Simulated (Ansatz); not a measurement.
**YZr7O16 (charge −1): geometry relaxation (part 1 of 3)**

- system: YZr7O16 (defect cell, 24 atoms in the cell, total charge −1)
- method: DFT PBE, scalar-relativistic, plane waves, PAW, no spin polarisation (Ansatz 0.2.0)

The structure derives from a Materials Project entry. It belongs to a series of runs on one base structure; here: Y on a Zr site (a), charge -1, atoms relaxed at the host's cell.

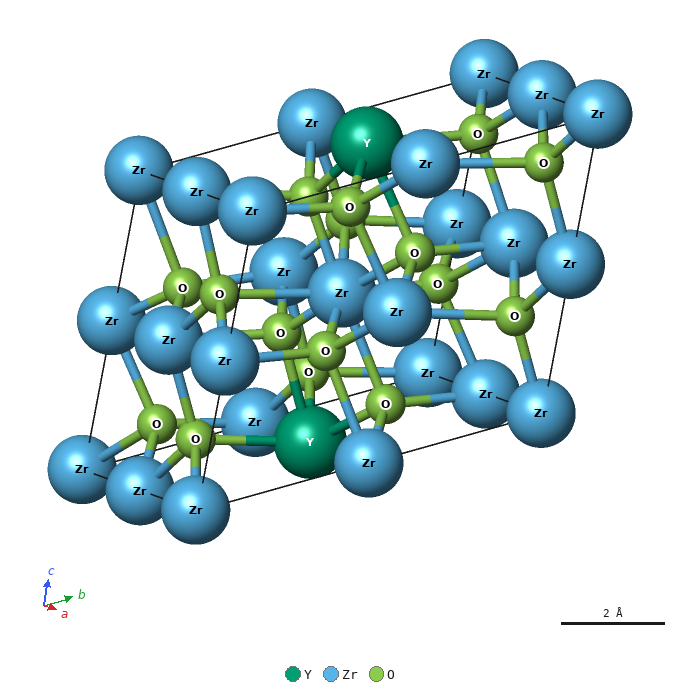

The structure as given in the input (ball-and-stick view of the cell of the calculation, seen slightly off an axis). An atom can appear more than once, as a periodic image.

The input:
```yaml
crystal:
  lattice:
    - [-5.1158283576, -5.1158283576, 0.0]
    - [-5.1158283576, 0.0, -5.1158283576]
    - [0.0, -5.1158283576, -5.1158283576]
  atoms:
    - { symbol: "Y", position: [0.5011721626, 0.4900753439, 0.0034627085] }
    - { symbol: Zr, position: [1.0017536966, 0.4955479198, 0.0002733188] }
    - { symbol: Zr, position: [0.4985561428, 0.9987862297, -0.0001449536] }
    - { symbol: Zr, position: [0.9977688834, 0.9948651787, 0.0040591163] }
    - { symbol: Zr, position: [0.5027312071, 0.4993644373, 0.4992518236] }
    - { symbol: Zr, position: [1.0015783822, 0.4957632471, 0.5030970475] }
    - { symbol: Zr, position: [0.4986723518, 0.9987927641, 0.5031826823] }
    - { symbol: Zr, position: [1.0000330414, 0.997314185, 0.5015750588] }
    - { symbol: O, position: [0.387824823, 0.3799367903, 0.3895591283] }
    - { symbol: O, position: [0.8454109425, 0.3571385056, 0.3977696045] }
    - { symbol: O, position: [0.3596534467, 0.8421551088, 0.3999807458] }
    - { symbol: O, position: [0.8963563129, 0.8959886749, 0.3467724663] }
    - { symbol: O, position: [0.3847138727, 0.385093936, 0.8425834105] }
    - { symbol: O, position: [0.8838741334, 0.3339395256, 0.8930042] }
    - { symbol: O, position: [0.3462730779, 0.8820615785, 0.8860125341] }
    - { symbol: O, position: [0.8982897031, 0.8944579125, 0.861200467] }
    - { symbol: O, position: [0.1459986266, 0.1420071554, 0.1278733285] }
    - { symbol: O, position: [0.5941101471, 0.1035816333, 0.1506792571] }
    - { symbol: O, position: [0.1030186243, 0.594059609, 0.150671793] }
    - { symbol: O, position: [0.6498809826, 0.6432278987, 0.1011427113] }
    - { symbol: O, position: [0.1451073451, 0.1432885161, 0.5838550802] }
    - { symbol: O, position: [0.6263496789, 0.0805240958, 0.6472949441] }
    - { symbol: O, position: [0.0822392062, 0.624009567, 0.6466686712] }
    - { symbol: O, position: [0.6486274893, 0.6459484143, 0.6065466664] }
  host:
    lattice:
      - [0.0, 2.5579141788, 2.5579141788]
      - [2.5579141788, 0.0, 2.5579141788]
      - [2.5579141788, 2.5579141788, 0.0]
    atoms:
      - { symbol: Zr, position: [0.0, 0.0, 0.0] }
      - { symbol: O, position: [0.25, 0.25, 0.25] }
      - { symbol: O, position: [0.75, 0.75, 0.75] }
total_charge: -1
basis:
  ecutwfc: 420
  xc_grid: 2
kpoints:
  mp_grid: { grid: [2, 2, 2], shift: [0.0, 0.0, 0.0] }
hamiltonian:
  xc: pbe
scf:
  occupations: { method: gaussian, width: 0.01 }
output:
  forces: true
  stress: false
  eigenvalues: true
  charged_corrections:
    defect_position: [0.5, 0.5, 0.0]
    epsilon: [[48.3206, 0.0, 0.0], [0.0, 48.3206, 0.0], [0.0, 0.0, 48.3206]]
  write_density: true
  write_potential: true
  elf: true
  volumetric_format: npy
relax:
  adjacent_minimum: "off"
  f_tol: 0.025
  max_steps: 45
```

Hardware: 4 threads of Intel Xeon @ 2.50GHz (Skylake/Cascade Lake), 32 GiB of memory available, shared host.

Run as:
```bash
ansatz run input.yaml --threads 4 --pin off --max-ram 10240MiB --backend cpu --events-out ev --progress --plain --runs-dir out
```

Log:
```
Engine: ansatz 0.2.0, x86_64-unknown-linux-gnu
Pseudopotentials: kind: paw
Pseudopotential: Y, paw, valence charge 11, recommended cutoff 420 eV (normal), Y.paw.azcp
Pseudopotential: Zr, paw, valence charge 12, recommended cutoff 420 eV (normal), Zr.paw.azcp
Pseudopotential: O, paw, valence charge 6, recommended cutoff 420 eV (normal), O.paw.azcp
Functional definition: PBE
  parameter kappa = 0.804
  parameter beta = 0.06672455060314922
  exchange = pbe_x(kappa = kappa, mu = beta*pi^2/3)
  correlation = pbe_c(beta = beta)
Crystal: 24 atoms, lattice volume = 267.780 Å³
Basis set: ecut = 420 eV, 5209 PW (Γ), exchange–correlation on 100×100×100 points (8 copies of the dense FFT grid, shifted against one another)
Bands: 120, of which v1, the nominal top of the filled ones, is band 96 counted from 1 (95 counted from 0)
Symmetry: 1 space group operations
Space group: P1 (ITA 1), of the structure as read, at distance tolerance 6.4e-5 Å
k-points: 8
Non-local potential: Y, projectors of the file, l = 0: 3, l = 1: 2, l = 2: 2, l = 3: 1
Non-local potential: Zr, projectors of the file, l = 0: 3, l = 1: 2, l = 2: 2, l = 3: 2
Non-local potential: O, projectors of the file, l = 0: 2, l = 1: 2, l = 2: 1
PAW form: soft (Blöchl's): semilocal exchange-correlation on the pseudo side does not see the compensation charge
PAW one-centre angular grid: Y, 590 points (default); XC on 64 Gauss nodes
PAW one-centre angular grid: Zr, 590 points (default); XC on 64 Gauss nodes
PAW one-centre angular grid: O, 110 points (default); XC on 64 Gauss nodes
Initial density: superposition of atomic densities (neutral atoms scaled as one to the charged cell's electrons: chi_scale 0, normalization atom), corrected by the library's trained network
Initial wavefunctions: pseudopotential atomic-orbital guess
Functional: x = pbe(κ = 0.804, μ = 0.2195149727645171), c = pbe(β = 0.06672455060314922)
SCF iter   1: F=—  HF=-42242.437960 eV  |F-HF|=—  |Δ(HF+E_count)|=         —  Δρ=8.22e-3  dr2=1.39e-1  ethr=1.77e-3  ⟨swp⟩=5.1  Hψ=3524  notcnv=0  defer=60
preconditioner: auto → Resta (q_TF=auto, 2.581 Å⁻¹)  ε∞=4.2  [insulator: Δε(μ)=4.025 eV  Ē_g=16.713 eV  σ=0.010 eV  W_gap=1.00  n_scr=64 (ndim 8)  ℏωp=30.1 eV  f_vac=0.023  D(μ)=0.00/eV (n_scr^D=0)  ε∞_Penn≈4.2]
SCF iter   2: F=—  HF=-42242.396032 eV  |F-HF|=—  |Δ(HF+E_count)|=   4.19e-2  Δρ=3.10e-3  dr2=2.91e-2  ethr=7.26e-5  ⟨swp⟩=2.5  Hψ=1722  notcnv=0  defer=144
SCF iter   3: F=—  HF=-42242.389530 eV  |F-HF|=—  |Δ(HF+E_count)|=   6.50e-3  Δρ=1.56e-3  dr2=6.17e-3  ethr=1.52e-5  ⟨swp⟩=3.0  Hψ=1675  notcnv=0  defer=144
SCF iter   4: F=—  HF=-42242.388251 eV  |F-HF|=—  |Δ(HF+E_count)|=   1.28e-3  Δρ=4.54e-4  dr2=5.13e-4  ethr=3.21e-6  ⟨swp⟩=2.0  Hψ=1353  notcnv=0  defer=144
SCF iter   5: F=—  HF=-42242.388562 eV  |F-HF|=—  |Δ(HF+E_count)|=   3.10e-4  Δρ=1.29e-4  dr2=4.19e-5  ethr=2.67e-7  ⟨swp⟩=2.0  Hψ=1185  notcnv=0  defer=144
SCF iter   6: F=—  HF=-42242.388590 eV  |F-HF|=—  |Δ(HF+E_count)|=   2.84e-5  Δρ=1.10e-4  dr2=2.83e-5  ethr=8.14e-9  ⟨swp⟩=18.1  Hψ=8891  notcnv=0
SCF iter   7: F=-42242.388592 eV  HF=-42242.388591 eV  |F-HF|=7.56e-7  |Δ(HF+E_count)|=   1.19e-6  Δρ=2.32e-5  dr2=1.44e-6  ethr=8.14e-9  ⟨swp⟩=8.9  Hψ=6945  notcnv=0
SCF 1 converged in 7 iterations: F = -42242.388592 eV  dr2 = 1.44e-6
  greatest PAW one-centre occupation: 0.995 electrons in one spin orbital (limit 2), on the Zr atom at site 3 (counted from 0), in its partial waves of l = 0
relax step   1: F+E_penalty+E_count = -42242.38859185 eV  Δ(F+E_penalty+E_count) = +0.000e0 eV  max|allowed force component| = 6.246e-1 eV/Å  Δτ_max = 0.0000 Å  (7 SCF iters, dr2 threshold 1.56e-5 eV, accepted)
Initial density: handed on by an earlier stage of this run
Initial wavefunctions: those handed on with the density
iter 1 solved again at ethr=1.12e-5 eV; its pass at ethr=3.10e-3 eV (dr2=2.14e-2 eV) is discarded
SCF iter   1: F=—  HF=-42242.431190 eV  |F-HF|=—  |Δ(HF+E_count)|=         —  Δρ=3.25e-3  dr2=2.18e-2  ethr=1.12e-5  ⟨swp⟩=2.1  Hψ=2802  notcnv=0  defer=144
preconditioner: auto → Resta (q_TF=auto, 2.581 Å⁻¹)  ε∞=4.2  [insulator: Δε(μ)=4.025 eV  Ē_g=16.703 eV  σ=0.010 eV  W_gap=1.00  n_scr=64 (ndim 8)  ℏωp=30.1 eV  f_vac=0.018  D(μ)=0.00/eV (n_scr^D=0)  ε∞_Penn≈4.2]
SCF iter   2: F=—  HF=-42242.427495 eV  |F-HF|=—  |Δ(HF+E_count)|=   3.70e-3  Δρ=1.58e-3  dr2=4.40e-3  ethr=1.12e-5  ⟨swp⟩=2.0  Hψ=1399  notcnv=0  defer=144
SCF iter   3: F=—  HF=-42242.427032 eV  |F-HF|=—  |Δ(HF+E_count)|=   4.63e-4  Δρ=7.38e-4  dr2=1.13e-3  ethr=2.29e-6  ⟨swp⟩=2.0  Hψ=1397  notcnv=0  defer=144
SCF iter   4: F=—  HF=-42242.426895 eV  |F-HF|=—  |Δ(HF+E_count)|=   1.37e-4  Δρ=1.33e-4  dr2=4.28e-5  ethr=5.88e-7  ⟨swp⟩=2.0  Hψ=1373  notcnv=0  defer=144
SCF iter   5: F=-42242.426901 eV  HF=-42242.426905 eV  |F-HF|=4.70e-6  |Δ(HF+E_count)|=   1.04e-5  Δρ=6.01e-5  dr2=8.27e-6  ethr=1.27e-8  ⟨swp⟩=18.2  Hψ=9439  notcnv=0
SCF 2 converged in 5 iterations: F = -42242.426901 eV  dr2 = 8.27e-6
relax step   2: F+E_penalty+E_count = -42242.42690065 eV  Δ(F+E_penalty+E_count) = -3.831e-2 eV  max|allowed force component| = 3.027e-1 eV/Å  Δτ_max = 0.0417 Å  (5 SCF iters, dr2 threshold 2.44e-5 eV, accepted)
SCF iter   1: F=—  HF=-42242.449909 eV  |F-HF|=—  |Δ(HF+E_count)|=         —  Δρ=2.15e-3  dr2=8.57e-3  ethr=3.51e-5  ⟨swp⟩=3.0  Hψ=1776  notcnv=0  defer=144
preconditioner: auto → Resta (q_TF=auto, 2.581 Å⁻¹)  ε∞=4.2  [insulator: Δε(μ)=4.046 eV  Ē_g=16.711 eV  σ=0.010 eV  W_gap=1.00  n_scr=64 (ndim 8)  ℏωp=30.1 eV  f_vac=0.018  D(μ)=0.00/eV (n_scr^D=0)  ε∞_Penn≈4.2]
SCF iter   2: F=—  HF=-42242.448583 eV  |F-HF|=—  |Δ(HF+E_count)|=   1.33e-3  Δρ=1.08e-3  dr2=1.90e-3  ethr=4.46e-6  ⟨swp⟩=2.5  Hψ=1437  notcnv=0  defer=144
SCF iter   3: F=—  HF=-42242.447788 eV  |F-HF|=—  |Δ(HF+E_count)|=   7.95e-4  Δρ=5.11e-4  dr2=5.29e-4  ethr=9.88e-7  ⟨swp⟩=2.0  Hψ=1286  notcnv=0  defer=144
SCF iter   4: F=—  HF=-42242.447713 eV  |F-HF|=—  |Δ(HF+E_count)|=   7.57e-5  Δρ=9.53e-5  dr2=2.45e-5  ethr=2.75e-7  ⟨swp⟩=2.0  Hψ=1281  notcnv=0  defer=144
SCF iter   5: F=-42242.447716 eV  HF=-42242.447717 eV  |F-HF|=7.61e-7  |Δ(HF+E_count)|=   4.09e-6  Δρ=3.34e-5  dr2=2.79e-6  ethr=2.98e-9  ⟨swp⟩=16.9  Hψ=8858  notcnv=0
SCF 3 converged in 5 iterations: F = -42242.447716 eV  dr2 = 2.79e-6
  Residual-converged pass: ⟨swp⟩=1.0  Hψ=992  notcnv=0  max |occ|·‖R‖ = 7.1e-9 eV (tolerance 1.0e-8 eV)  dr2=2.79e-6  dr2_onsite=1.24e-7  max |Δocc| = 0.0e0
relax step   3: F+E_penalty+E_count = -42242.44771584 eV  Δ(F+E_penalty+E_count) = -2.082e-2 eV  max|allowed force component| = 1.419e-2 eV/Å  Δτ_max = 0.0203 Å  (5 SCF iters, dr2 threshold 5.73e-6 eV, accepted)
iter 1 solved again at ethr=1.47e-9 eV; its pass at ethr=3.10e-3 eV (dr2=2.82e-6 eV) is discarded
SCF iter   1: F=—  HF=-42242.447965 eV  |F-HF|=—  |Δ(HF+E_count)|=         —  Δρ=3.36e-5  dr2=2.82e-6  ethr=1.47e-9  ⟨swp⟩=1.0  Hψ=2272  notcnv=0
preconditioner: auto → Resta (q_TF=auto, 2.581 Å⁻¹)  ε∞=4.2  [insulator: Δε(μ)=4.046 eV  Ē_g=16.713 eV  σ=0.010 eV  W_gap=1.00  n_scr=64 (ndim 8)  ℏωp=30.1 eV  f_vac=0.018  D(μ)=0.00/eV (n_scr^D=0)  ε∞_Penn≈4.2]
SCF iter   2: F=—  HF=-42242.447717 eV  |F-HF|=—  |Δ(HF+E_count)|=   2.48e-4  Δρ=1.49e-5  dr2=7.26e-7  ethr=1.47e-9  ⟨swp⟩=2.0  Hψ=1544  notcnv=0
SCF iter   3: F=—  HF=-42242.447717 eV  |F-HF|=—  |Δ(HF+E_count)|=   2.02e-7  Δρ=9.04e-6  dr2=3.01e-7  ethr=3.78e-10  ⟨swp⟩=2.0  Hψ=1172  notcnv=0
SCF iter   4: F=-42242.447717 eV  HF=-42242.447717 eV  |F-HF|=9.82e-10  |Δ(HF+E_count)|=   2.09e-7  Δρ=2.30e-6  dr2=1.01e-8  ethr=5.21e-11  ⟨swp⟩=7.0  Hψ=5935  notcnv=0
SCF 4 converged in 4 iterations: F = -42242.447717 eV  dr2 = 1.01e-8
relax step   4: F+E_penalty+E_count = -42242.44771710 eV  Δ(F+E_penalty+E_count) = -1.250e-6 eV  max|allowed force component| = 1.410e-2 eV/Å  Δτ_max = 0.0000 Å  (4 SCF iters, accepted)
```

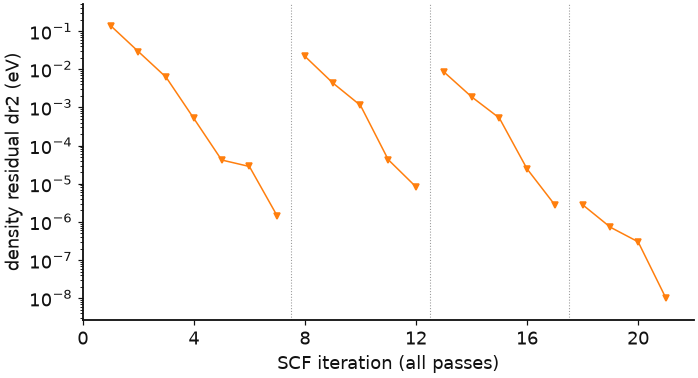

Convergence of the self-consistent field: density residual dr2 against the SCF iteration. The dotted lines part the SCF passes of the relaxation: geometry steps, rejected trials and re-solves on a re-selected basis. The passes take 7, 5, 5 and 4 iterations.

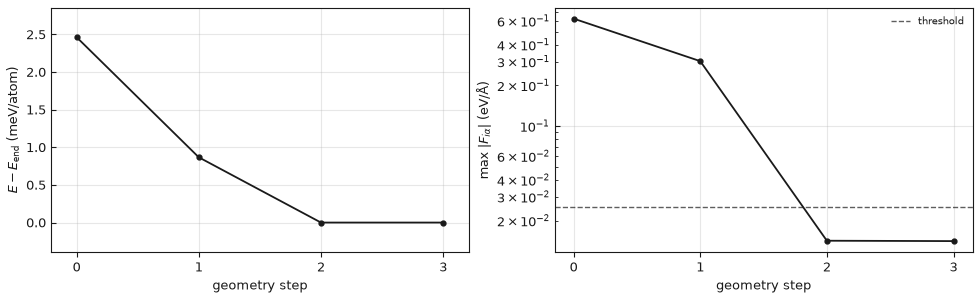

Progress of the relaxation, step by step (the first geometry is step 0 here and step 1 in the log).

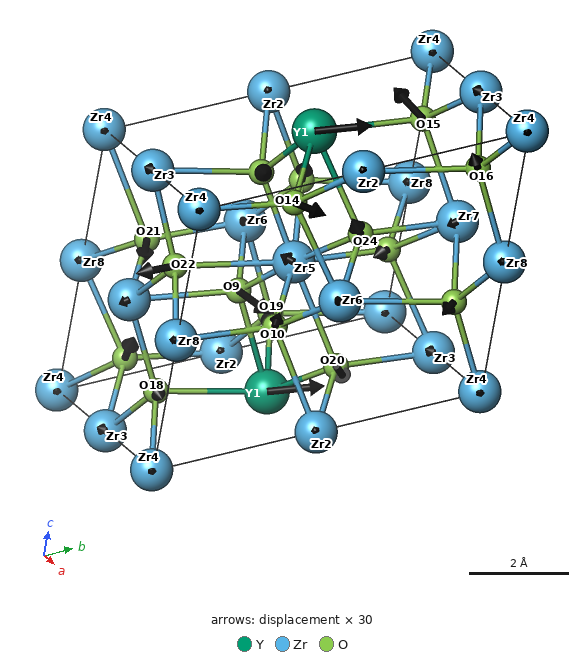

The starting structure with the displacements as black arrows, magnified 30 times (ball-and-stick view of the cell of the calculation, seen slightly off an axis). Y1 moves most: 0.040 Å. By element the largest moves are Y 0.040 Å, O 0.038 Å, Zr 0.012 Å. The cell stays as it was. Among the contacts that change: Y1–O15 2.321 → 2.274 Å, Y1–O20 2.371 → 2.331 Å, Y1–O18 2.294 → 2.330 Å, Zr4–O15 2.059 → 2.025 Å. The energy falls by 2.5 meV per atom in 3 geometry steps. The largest force component goes from 0.62 to 0.014 eV/Å. (Atoms are counted from 1 in the order of the input.)

```
SCF converged after 4 iterations
Free energy (F): -42242.447717 eV
Harris-Foulkes:  -42242.447717 eV  (|F-HF|=9.82e-10)
Internal energy: -42242.447717 eV  (E = F + TS)
E sigma→0 (E₀):  -42242.447717 eV
Fermi energy:    13.379699 eV
--- Per-component energies (eV) ---
  E_band       = -495.596864
  E_kinetic    = 5510.950356
  E_local      = -9235.129465  (includes V_loc(G=0)·N_el)
  E_nonlocal   = 1349.545516
  E_hartree    = 3074.613741
  E_xc         = -2522.207559
  E_vxc        = -3090.465113  (∫ρ·V_xc dr)
  E_paw        = -26028.096789  (= ΣΔE_a)
  E_vpaw       = -1179.765257  (= ΣTr[D̂ρ^β])
  E_aug_tail   = 0.040080  (compensation charges beyond the density's cutoff)
  E_ewald      = -14392.163597
  E_smearing   = -0.000000  (= −TS)
  E_closure    = 0.000000  (closes the sum)
  E_deformation_potential = -21.381829  (in the stress; not in F)
  Σ components = -42242.447717   (vs F -42242.447717, Δ=0.00e0)
--- Forces (eV/Å), atoms counted from 1 ---
  atom   1  Y     -0.00039432     0.00180686    -0.00261232
  atom   2  Zr    -0.00168576     0.00225940     0.00500111
  atom   3  Zr     0.00025489     0.00557029    -0.00152400
  atom   4  Zr    -0.00470153     0.00110824    -0.00295292
  atom   5  Zr     0.00401934     0.00570425    -0.00512658
  atom   6  Zr    -0.00240862    -0.00539092    -0.00475429
  atom   7  Zr     0.00050067     0.00106442    -0.00470639
  atom   8  Zr     0.00157397     0.00097172    -0.00138507
  atom   9  O      0.00919446     0.00612868     0.00464542
  atom  10  O     -0.01251748    -0.01160170     0.01288504
  atom  11  O     -0.00830962     0.00782784    -0.00831009
  atom  12  O      0.01110625    -0.01177396    -0.01138243
  atom  13  O      0.01051776    -0.00740126    -0.00455797
  atom  14  O     -0.00971987     0.00711553    -0.00581696
  atom  15  O     -0.01073427    -0.00849835     0.00742805
  atom  16  O      0.01252152     0.01046600     0.01410061
  atom  17  O      0.00492768     0.00421856     0.00642453
  atom  18  O     -0.01134842    -0.00118191     0.00036890
  atom  19  O     -0.01329335    -0.00393309     0.00431709
  atom  20  O      0.01354243     0.00444237     0.00017021
  atom  21  O      0.00538187    -0.00991531    -0.00045353
  atom  22  O     -0.00499524     0.00607189    -0.00236728
  atom  23  O     -0.00617980    -0.00496726     0.00414471
  atom  24  O      0.01273036    -0.00008598    -0.00354302
  max |Σ_I F_I| component: 1.71e-5 eV/Å
--- Charged-cell corrections in eV (Makov–Payne, q = -1.000 e, ε = 48.321) ---
  F (periodic)     = -42242.447717  (uncorrected; the corrections below are reported, never added to it)
  E_corr1          = +0.066768  (monopole, q²α_M/2εL)
  F Makov-Payne    = -42242.380949  (F + E_corr1; no measured alignment; for a localised charge, not one spread in a band: unchecked)
  no potential alignment in this run, which stands beside a crystal: run the host's input off ansatz write-host-input, and read the two finished runs by ansatz place-levels (neither reads a slab, a wire or a sheet, whose cell leaves a vacuum)
--- Band table (eV; the first three rows and the last of 8) ---
  k-point 0: bands = ["-36.1975", "-36.1839", "-36.1707", "-36.1603", "-36.0435", "-35.8450", "-35.8431", "-28.1448", "-14.7478", "-14.7458", "-14.7454", "-14.7240", "-14.6331", "-14.5879", "-14.5835", "-14.2774", "-14.1931", "-14.1926", "-14.1760", "-14.1739", "-14.1569", "-14.1319", "-14.0634", "-14.0403", "-14.0397", "-14.0015", "-13.9904", "-13.9631", "-13.9624", "-8.5966", "-8.5964", "-8.5763", "-6.3259", "-5.4209", "-5.4187", "-5.3609", "-5.2749", "-5.0809", "-4.9068", "-4.9032", "-4.2841", "-4.2341", "-4.2215", "-4.2203", "-4.0578", "-3.8973", "-3.8740", "-3.8733", "6.0018", "6.0607", "6.2165", "6.6122", "6.7035", "6.7055", "7.3815", "7.3853", "7.5524", "7.5794", "7.6039", "7.7729", "7.7796", "7.8168", "8.6255", "8.6314", "8.6314", "8.7329", "8.8273", "8.8274", "9.0231", "9.0308", "9.0826", "9.2199", "9.3032", "9.4002", "9.4077", "9.5373", "9.9630", "10.0298", "10.0332", "10.0754", "10.0833", "10.1481", "10.2585", "10.2667", "10.3013", "10.3936", "10.4073", "10.4135", "10.5031", "10.5052", "10.9306", "10.9920", "11.0826", "11.1577", "11.1597", "11.2962", "15.4025", "15.7352", "15.7422", "15.7758", "16.0820", "16.0929", "16.1093", "16.1521", "16.1754", "16.1863", "16.2224", "16.3660", "16.6609", "16.7974", "17.6152", "17.6195", "17.7114", "17.8478", "18.0011", "18.0099", "18.1475", "18.1503", "18.2857", "18.4359"]
```
